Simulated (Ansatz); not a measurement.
# C: geometry relaxation (part 2 of 2)

Continued. System: C (Fmmm, 2 atoms in the cell). Method: DFT, PBE, plane waves, PAW, no spin polarisation (Ansatz 0.2.0); cutoff 420 eV, 14×14×14 k-mesh, Methfessel–Paxton smearing of 0.3 eV. The structure derives from an entry of the Crystallography Open Database. The settings are looser than a standard set-up, so the numbers are not reference values.

Geometry of the input (Å; fractional positions):
```
0.0000  2.1270  3.3480
1.2280  0.0000  3.3480
1.2280  2.1270  0.0000
C  0.1667  0.8333  0.1667
C  0.8333  0.1667  0.8333
```

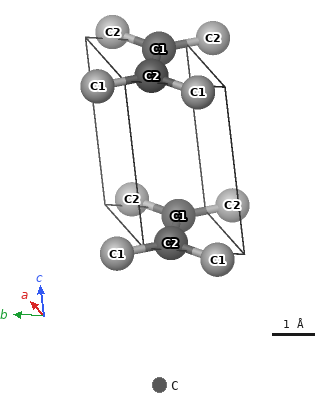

*The geometry at step 13 of the log (ball-and-stick view of the reduced cell, seen at an oblique angle; neighbours outside the cell are drawn fainter; atoms are numbered from 1 in the order of the input).*

**Output, continued**
```
relax step  26: F+E_penalty+E_count = -501.88832320 eV  Δ(F+E_penalty+E_count) = -4.820e-4 eV  max|allowed force component| = 1.274e-4 eV/Å  Δτ_max = 0.0000 Å  P = +0.033 GPa  Ω = 22.413 Å³  stress off target by 6.67e-2 GPa  SCF on the basis re-selected at this cell (its energy is not comparable with the rows above)  (4 SCF iters)
SCF 27 converged in 5 iterations: F = -501.887970 eV  dr2 = 5.88e-12
relax step  27: F+E_penalty+E_count = -501.88796975 eV  Δ(F+E_penalty+E_count) = +3.534e-4 eV  max|allowed force component| = 1.053e-4 eV/Å  Δτ_max = 0.0000 Å  P = +0.014 GPa  Ω = 22.539 Å³  energy of the carried Pulay correction = -3.859e-4 eV  (5 SCF iters, dr2 threshold 1.11e-8 eV, accepted)
SCF 28 converged in 5 iterations: F = -501.887854 eV  dr2 = 6.30e-13
relax step  28: F+E_penalty+E_count = -501.88785359 eV  Δ(F+E_penalty+E_count) = +1.162e-4 eV  max|allowed force component| = 3.636e-5 eV/Å  Δτ_max = 0.0000 Å  P = +0.000 GPa  Ω = 22.577 Å³  energy of the carried Pulay correction = -5.038e-4 eV  (5 SCF iters, accepted)
SCF 29 converged in 4 iterations: F = -501.888402 eV  dr2 = 2.45e-12
relax step  29: F+E_penalty+E_count = -501.88840178 eV  Δ(F+E_penalty+E_count) = -5.482e-4 eV  max|allowed force component| = 2.180e-5 eV/Å  Δτ_max = 0.0000 Å  P = +0.018 GPa  Ω = 22.577 Å³  stress off target by 5.09e-2 GPa  SCF on the basis re-selected at this cell (its energy is not comparable with the rows above)  (4 SCF iters)
SCF 30 converged in 5 iterations: F = -501.888053 eV  dr2 = 5.26e-12
relax step  30: F+E_penalty+E_count = -501.88805283 eV  Δ(F+E_penalty+E_count) = +3.490e-4 eV  max|allowed force component| = 1.193e-4 eV/Å  Δτ_max = 0.0000 Å  P = +0.000 GPa  Ω = 22.699 Å³  energy of the carried Pulay correction = -3.718e-4 eV  (5 SCF iters, dr2 threshold 6.48e-9 eV, accepted)
SCF 31 converged in 4 iterations: F = -501.887969 eV  dr2 = 1.31e-11
relax step  31: F+E_penalty+E_count = -501.88796909 eV  Δ(F+E_penalty+E_count) = +8.374e-5 eV  max|allowed force component| = 7.423e-5 eV/Å  Δτ_max = 0.0000 Å  P = -0.001 GPa  Ω = 22.726 Å³  energy of the carried Pulay correction = -4.564e-4 eV  (4 SCF iters, accepted)
iter 1 solved again at ethr=8.26e-8 eV; its pass at ethr=3.10e-3 eV (dr2=6.61e-6 eV) is discarded
SCF iter   1: F=—  HF=-501.888435 eV  |F-HF|=—  |Δ(HF+E_count)|=         —  Δρ=4.39e-5  dr2=6.14e-8  ethr=8.26e-8  ⟨swp⟩=3.2  Hψ=33051  notcnv=0
preconditioner: auto → none  [insulator: Δε(μ)=1.041 eV  Ē_g=17.850 eV  σ=0.300 eV  W_gap=1.03  n_scr=2 (ndim 8)  ℏωp=22.0 eV  f_vac=0.245  D(μ)=-0.01/eV (n_scr^D=0)  ε∞_Penn≈2.5]
SCF iter   2: F=—  HF=-501.888434 eV  |F-HF|=—  |Δ(HF+E_count)|=   6.92e-7  S|Δr|=    0.00e0  Δρ=2.18e-5  dr2=1.31e-8  ethr=7.67e-10  ⟨swp⟩=2.8  Hψ=5168  notcnv=0
SCF iter   3: F=—  HF=-501.888434 eV  |F-HF|=—  |Δ(HF+E_count)|=   1.03e-7  S|Δr|=    0.00e0  Δρ=1.87e-6  dr2=1.04e-10  ethr=1.63e-10  ⟨swp⟩=2.2  Hψ=5075  notcnv=0
SCF iter   4: F=-501.888434 eV  HF=-501.888434 eV  |F-HF|=2.79e-12  |Δ(HF+E_count)|=  8.29e-10  S|Δr|=    0.00e0  Δρ=1.61e-7  dr2=1.78e-12  ethr=1.00e-12  ⟨swp⟩=7.1  Hψ=15816  notcnv=0
SCF 32 converged in 4 iterations: F = -501.888434 eV  dr2 = 1.78e-12
relax step  32: F+E_penalty+E_count = -501.88843400 eV  Δ(F+E_penalty+E_count) = -4.649e-4 eV  max|allowed force component| = 3.849e-5 eV/Å  Δτ_max = 0.0000 Å  P = +0.006 GPa  Ω = 22.726 Å³  stress off target by 3.58e-2 GPa  SCF on the basis re-selected at this cell (its energy is not comparable with the rows above)  (4 SCF iters)
basis re-selected at this cell: Δ(F+E_penalty+E_count) = -4.649e-4 eV, ΔP = +0.008 GPa vs the last step (what re-selecting the basis moved, of the pressure what is left beyond the Pulay correction that the steps carried, after the strain that the cell walked since its last selection, with what the two solves' SCF thresholds leave and, on support functions, any second-order correction that the steps lacked; it is no measure of the basis error at this ecutwfc). This SCF's stress stands 3.58e-2 GPa from its target on what of the cell is left free (relax.cell.stress_tol is 5.00e-2 GPa) and its largest allowed force component is 3.85e-5 eV/Å (relax.f_tol is 5.00e-3 eV/Å): within both
SCF converged after 4 iterations
Stability not checked: this state was not tested for a lower state beside it, because cold or Methfessel-Paxton smearing, or corrected tetrahedra, fill the levels in a way that the test cannot read (fill_not_monotonic; see scf.lower_state_search)
Free energy (F): -501.888434 eV
Harris-Foulkes:  -501.888434 eV  (|F-HF|=2.79e-12)
Internal energy: -501.889075 eV  (E = F + TS)
E sigma→0 (E₀):  -501.888594 eV
Entropy (-TS):   0.000641 eV (0.321 meV/atom)
Fermi energy:    4.492901 eV
Step filling:    the computed levels leave a gap of 1.0415 eV = 3.5 smearing widths at the electron count; against every level under it full and every level over it empty, smearing changes F+E_penalty+E_count by +0.077 meV and its σ→0 estimate by -0.083 meV
--- Per-component energies (eV) ---
  E_band       = -37.164323
  E_kinetic    = 181.603504
  E_local      = -460.824452  (includes V_loc(G=0)·N_el)
  E_nonlocal   = 54.568666
  E_hartree    = 159.911773
  E_xc         = -95.921472
  E_vxc        = -118.741561  (∫ρ·V_xc dr)
  E_paw        = -198.677224  (= ΣΔE_a)
  E_vpaw       = -13.594038  (= ΣTr[D̂ρ^β])
  E_aug_tail   = 0.000015  (compensation charges beyond the density's cutoff)
  E_ewald      = -142.549887
  E_smearing   = 0.000641  (= −TS)
  E_closure    = 0.000000  (closes the sum)
  Σ components = -501.888434   (vs F -501.888434, Δ=0.00e0)
--- Forces (eV/Å), atoms counted from 1 ---
  atom   1  C      0.00000000    -0.00003849     0.00000000
  atom   2  C      0.00000000     0.00003849     0.00000000
  max |Σ_I F_I| component: 0.00e0 eV/Å
--- Stress (GPa, compression-positive) ---
       -0.008437       0.000000       0.000000
        0.000000      -0.008608       0.000000
        0.000000       0.000000       0.035781
  P = ⅓ Tr σ = 0.0062 GPa (0.062 kbar)
--- Band table (eV; the first three rows and the last of 428) ---
  k-point 0: bands = ["-15.0311", "-2.8872", "1.4551", "1.4552", "7.5530", "12.8224", "12.8294", "15.9002"]
  k-point 1: bands = ["-14.9102", "-2.7508", "0.9699", "1.2015", "7.7373", "12.8827", "13.3373", "15.4792"]
  k-point 2: bands = ["-14.5485", "-2.3434", "-0.2982", "0.5730", "8.2888", "12.8839", "14.3221", "14.7367"]
  k-point 427: bands = ["-14.9993", "-3.3329", "1.4533", "1.4557", "10.7506", "12.8207", "12.8242", "14.6641"]
--- Relaxed structure (23 steps of the walk, 23 accepted, 9 SCFs on fresh bases) ---
  F+E_penalty+E_count = -501.88843400 eV   max|allowed force component| = 3.849e-5 eV/Å   (the final SCF, on the basis selected at the relaxed cell)
  cell:  # Å, volume = 22.7263 Å³
    - [0.0, 2.136032265776042, 4.3136635096846945]
    - [1.2332316039779363, 0.0, 4.3136635096846945]
    - [1.2332316039779363, 2.136032265776042, 0.0]
  atoms:
    - { symbol: C, position: [0.16667184164200827, 0.8333281583579917, 0.16667184164200838] }
    - { symbol: C, position: [0.8333281583579917, 0.16667184164200827, 0.8333281583579917] }
```

**Trajectory as extended XYZ (Å, eV, eV/Å), 32 frames, from step=1 to step=32**
```
2
Lattice="0.0000 2.1270 3.3480 1.2280 0.0000 3.3480 1.2280 2.1270 0.0000" Properties=species:S:1:pos:R:3:forces:R:3 step=1 energy=-501.85135 pressure_GPa=4.60
C     1.2280    0.7090    3.3480    0.0000   0.0337   0.0000
C     1.2280    3.5450    3.3480    0.0000  -0.0337   0.0000
2
Lattice="0.0000 2.1324 3.5112 1.2313 0.0000 3.5112 1.2313 2.1324 0.0000" Properties=species:S:1:pos:R:3:forces:R:3 step=2 energy=-501.86416 pressure_GPa=1.49
C     1.2313    0.7110    3.5112    0.0000   0.0096   0.0000
C     1.2313    3.5538    3.5112    0.0000  -0.0096   0.0000
2
Lattice="0.0000 2.1353 3.6056 1.2327 0.0000 3.6056 1.2327 2.1353 0.0000" Properties=species:S:1:pos:R:3:forces:R:3 step=3 energy=-501.86511 pressure_GPa=0.01
C     1.2327    0.7120    3.6056    0.0000  -0.0026   0.0000
C     1.2327    3.5586    3.6056    0.0000   0.0026   0.0000
2
Lattice="0.0000 2.1352 3.6174 1.2327 0.0000 3.6174 1.2327 2.1352 0.0000" Properties=species:S:1:pos:R:3:forces:R:3 step=4 energy=-501.86496 pressure_GPa=-0.02
C     1.2327    0.7119    3.6174    0.0000  -0.0019   0.0000
C     1.2327    3.5584    3.6174    0.0000   0.0019   0.0000
2
Lattice="0.0000 2.1352 3.6174 1.2327 0.0000 3.6174 1.2327 2.1352 0.0000" Properties=species:S:1:pos:R:3:forces:R:3 step=5 energy=-501.87640 pressure_GPa=0.71
C     1.2327    0.7119    3.6174    0.0000  -0.0022   0.0000
C     1.2327    3.5584    3.6174    0.0000   0.0022   0.0000
2
Lattice="0.0000 2.1354 3.7340 1.2329 0.0000 3.7340 1.2329 2.1354 0.0000" Properties=species:S:1:pos:R:3:forces:R:3 step=6 energy=-501.87859 pressure_GPa=0.41
C     1.2329    0.7119    3.7340    0.0000   0.0012   0.0000
C     1.2329    3.5589    3.7340    0.0000  -0.0012   0.0000
2
Lattice="0.0000 2.1359 3.8447 1.2332 0.0000 3.8447 1.2332 2.1359 0.0000" Properties=species:S:1:pos:R:3:forces:R:3 step=7 energy=-501.87720 pressure_GPa=0.02
C     1.2332    0.7120    3.8447    0.0000   0.0070   0.0000
C     1.2332    3.5599    3.8447    0.0000  -0.0070   0.0000
2
Lattice="0.0000 2.1360 3.8497 1.2332 0.0000 3.8497 1.2332 2.1360 0.0000" Properties=species:S:1:pos:R:3:forces:R:3 step=8 energy=-501.87707 pressure_GPa=-0.00
C     1.2332    0.7121    3.8497    0.0000   0.0032   0.0000
C     1.2332    3.5600    3.8497    0.0000  -0.0032   0.0000
2
Lattice="0.0000 2.1360 3.8497 1.2332 0.0000 3.8497 1.2332 2.1360 0.0000" Properties=species:S:1:pos:R:3:forces:R:3 step=9 energy=-501.88456 pressure_GPa=0.16
C     1.2332    0.7121    3.8497    0.0000   0.0034   0.0000
C     1.2332    3.5600    3.8497    0.0000  -0.0034   0.0000
2
Lattice="0.0000 2.1360 3.9436 1.2332 0.0000 3.9436 1.2332 2.1360 0.0000" Properties=species:S:1:pos:R:3:forces:R:3 step=10 energy=-501.88416 pressure_GPa=0.07
C     1.2332    0.7123    3.9436    0.0000  -0.0257   0.0000
C     1.2332    3.5598    3.9436    0.0000   0.0257   0.0000
2
Lattice="0.0000 2.1360 4.0065 1.2332 0.0000 4.0065 1.2332 2.1360 0.0000" Properties=species:S:1:pos:R:3:forces:R:3 step=11 energy=-501.88310 pressure_GPa=-0.00
C     1.2332    0.7122    4.0065    0.0000  -0.0175   0.0000
C     1.2332    3.5598    4.0065    0.0000   0.0175   0.0000
2
Lattice="0.0000 2.1360 4.0057 1.2332 0.0000 4.0057 1.2332 2.1360 0.0000" Properties=species:S:1:pos:R:3:forces:R:3 step=12 energy=-501.88312 pressure_GPa=-0.00
C     1.2332    0.7121    4.0057    0.0000   0.0001   0.0000
C     1.2332    3.5600    4.0057    0.0000  -0.0001   0.0000
2
Lattice="0.0000 2.1360 4.0057 1.2332 0.0000 4.0057 1.2332 2.1360 0.0000" Properties=species:S:1:pos:R:3:forces:R:3 step=13 energy=-501.88689 pressure_GPa=0.08
C     1.2332    0.7121    4.0057    0.0000   0.0001   0.0000
C     1.2332    3.5600    4.0057    0.0000  -0.0001   0.0000
2
Lattice="0.0000 2.1360 4.0586 1.2332 0.0000 4.0586 1.2332 2.1360 0.0000" Properties=species:S:1:pos:R:3:forces:R:3 step=14 energy=-501.88639 pressure_GPa=0.06
C     1.2332    0.7120    4.0586    0.0000   0.0001   0.0000
C     1.2332    3.5599    4.0586    0.0000  -0.0001   0.0000
2
Lattice="0.0000 2.1361 4.1130 1.2333 0.0000 4.1130 1.2333 2.1361 0.0000" Properties=species:S:1:pos:R:3:forces:R:3 step=15 energy=-501.88549 pressure_GPa=-0.03
C     1.2333    0.7121    4.1130    0.0000   0.0002   0.0000
C     1.2333    3.5602    4.1130    0.0000  -0.0002   0.0000
2
Lattice="0.0000 2.1361 4.1130 1.2333 0.0000 4.1130 1.2333 2.1361 0.0000" Properties=species:S:1:pos:R:3:forces:R:3 step=16 energy=-501.88778 pressure_GPa=0.01
C     1.2333    0.7121    4.1130    0.0000   0.0001   0.0000
C     1.2333    3.5602    4.1130    0.0000  -0.0001   0.0000
2
Lattice="0.0000 2.1359 4.1474 1.2331 0.0000 4.1474 1.2331 2.1359 0.0000" Properties=species:S:1:pos:R:3:forces:R:3 step=17 energy=-501.88737 pressure_GPa=0.07
C     1.2331    0.7120    4.1474    0.0000   0.0002   0.0000
C     1.2331    3.5598    4.1474    0.0000  -0.0002   0.0000
2
Lattice="0.0000 2.1363 4.1902 1.2334 0.0000 4.1902 1.2334 2.1363 0.0000" Properties=species:S:1:pos:R:3:forces:R:3 step=18 energy=-501.88664 pressure_GPa=-0.10
C     1.2334    0.7121    4.1902    0.0000   0.0001   0.0000
C     1.2334    3.5605    4.1902    0.0000  -0.0001   0.0000
2
Lattice="0.0000 2.1359 4.1878 1.2331 0.0000 4.1878 1.2331 2.1359 0.0000" Properties=species:S:1:pos:R:3:forces:R:3 step=19 energy=-501.88672 pressure_GPa=0.05
C     1.2331    0.7120    4.1878    0.0000   0.0001   0.0000
C     1.2331    3.5598    4.1878    0.0000  -0.0001   0.0000
2
Lattice="0.0000 2.1360 4.1868 1.2332 0.0000 4.1868 1.2332 2.1360 0.0000" Properties=species:S:1:pos:R:3:forces:R:3 step=20 energy=-501.88673 pressure_GPa=-0.00
C     1.2332    0.7120    4.1868    0.0000   0.0000   0.0000
C     1.2332    3.5600    4.1868    0.0000   0.0000   0.0000
2
Lattice="0.0000 2.1360 4.1868 1.2332 0.0000 4.1868 1.2332 2.1360 0.0000" Properties=species:S:1:pos:R:3:forces:R:3 step=21 energy=-501.88814 pressure_GPa=0.03
C     1.2332    0.7120    4.1868    0.0000   0.0000   0.0000
C     1.2332    3.5600    4.1868    0.0000   0.0000   0.0000
2
Lattice="0.0000 2.1360 4.2329 1.2332 0.0000 4.2329 1.2332 2.1360 0.0000" Properties=species:S:1:pos:R:3:forces:R:3 step=22 energy=-501.88747 pressure_GPa=-0.02
C     1.2332    0.7120    4.2329    0.0000   0.0001   0.0000
C     1.2332    3.5600    4.2329    0.0000  -0.0001   0.0000
2
Lattice="0.0000 2.1360 4.2260 1.2332 0.0000 4.2260 1.2332 2.1360 0.0000" Properties=species:S:1:pos:R:3:forces:R:3 step=23 energy=-501.88759 pressure_GPa=0.00
C     1.2332    0.7120    4.2260    0.0000   0.0000   0.0000
C     1.2332    3.5599    4.2260    0.0000   0.0000   0.0000
2
Lattice="0.0000 2.1360 4.2260 1.2332 0.0000 4.2260 1.2332 2.1360 0.0000" Properties=species:S:1:pos:R:3:forces:R:3 step=24 energy=-501.88825 pressure_GPa=0.04
C     1.2332    0.7120    4.2260    0.0000   0.0000   0.0000
C     1.2332    3.5599    4.2260    0.0000   0.0000   0.0000
2
Lattice="0.0000 2.1360 4.2545 1.2332 0.0000 4.2545 1.2332 2.1360 0.0000" Properties=species:S:1:pos:R:3:forces:R:3 step=25 energy=-501.88784 pressure_GPa=0.00
C     1.2332    0.7120    4.2545    0.0000   0.0001   0.0000
C     1.2332    3.5599    4.2545    0.0000  -0.0001   0.0000
2
Lattice="0.0000 2.1360 4.2545 1.2332 0.0000 4.2545 1.2332 2.1360 0.0000" Properties=species:S:1:pos:R:3:forces:R:3 step=26 energy=-501.88832 pressure_GPa=0.03
C     1.2332    0.7120    4.2545    0.0000   0.0001   0.0000
C     1.2332    3.5599    4.2545    0.0000  -0.0001   0.0000
2
Lattice="0.0000 2.1360 4.2784 1.2332 0.0000 4.2784 1.2332 2.1360 0.0000" Properties=species:S:1:pos:R:3:forces:R:3 step=27 energy=-501.88797 pressure_GPa=0.01
C     1.2332    0.7120    4.2784    0.0000   0.0001   0.0000
C     1.2332    3.5599    4.2784    0.0000  -0.0001   0.0000
2
Lattice="0.0000 2.1360 4.2855 1.2332 0.0000 4.2855 1.2332 2.1360 0.0000" Properties=species:S:1:pos:R:3:forces:R:3 step=28 energy=-501.88785 pressure_GPa=0.00
C     1.2332    0.7120    4.2855    0.0000   0.0000   0.0000
C     1.2332    3.5600    4.2855    0.0000   0.0000   0.0000
2
Lattice="0.0000 2.1360 4.2855 1.2332 0.0000 4.2855 1.2332 2.1360 0.0000" Properties=species:S:1:pos:R:3:forces:R:3 step=29 energy=-501.88840 pressure_GPa=0.02
C     1.2332    0.7120    4.2855    0.0000   0.0000   0.0000
C     1.2332    3.5600    4.2855    0.0000   0.0000   0.0000
2
Lattice="0.0000 2.1360 4.3085 1.2332 0.0000 4.3085 1.2332 2.1360 0.0000" Properties=species:S:1:pos:R:3:forces:R:3 step=30 energy=-501.88805 pressure_GPa=0.00
C     1.2332    0.7120    4.3085    0.0000  -0.0001   0.0000
C     1.2332    3.5600    4.3085    0.0000   0.0001   0.0000
2
Lattice="0.0000 2.1360 4.3137 1.2332 0.0000 4.3137 1.2332 2.1360 0.0000" Properties=species:S:1:pos:R:3:forces:R:3 step=31 energy=-501.88797 pressure_GPa=-0.00
C     1.2332    0.7120    4.3137    0.0000  -0.0001   0.0000
C     1.2332    3.5600    4.3137    0.0000   0.0001   0.0000
2
Lattice="0.0000 2.1360 4.3137 1.2332 0.0000 4.3137 1.2332 2.1360 0.0000" Properties=species:S:1:pos:R:3:forces:R:3 step=32 energy=-501.88843 pressure_GPa=0.01
C     1.2332    0.7120    4.3137    0.0000   0.0000   0.0000
C     1.2332    3.5600    4.3137    0.0000   0.0000   0.0000
```

**Key numbers**

```tsv
quantity	value
outcome	converged
space group (tolerance 0.01 Å)	Fmmm (69)
electrons treated	8
free energy	−501.8884 eV
Fermi energy	4.493 eV
gap on the k-point mesh	1.04 eV
pressure	0.01 GPa
final volume	22.73 Å³
largest force (length of the vector) at the end	under 0.001 eV/Å
final cell	a = 4.814 Å, b = 4.486 Å, c = 2.466 Å, α = 82.10°, β = 67.40°, γ = 30.50°
hardware	2 threads of AMD EPYC (Zen 5), 32 GiB of memory available, shared host
wall time	41 s (CPU time 80 s)
peak memory	0.45 GiB
```

**Remarks**

Settings chosen away from the usual ones: scf.occupations.method set to methfessel_paxton (from gaussian); scf.occupations.width set to 0.3 (from 0.02). These settings are looser than, or depart from, a standard set-up, so the numbers are not reference values for this system. So coarse a mesh can miss the band edges, so the true gap of this method can be much smaller, or zero.
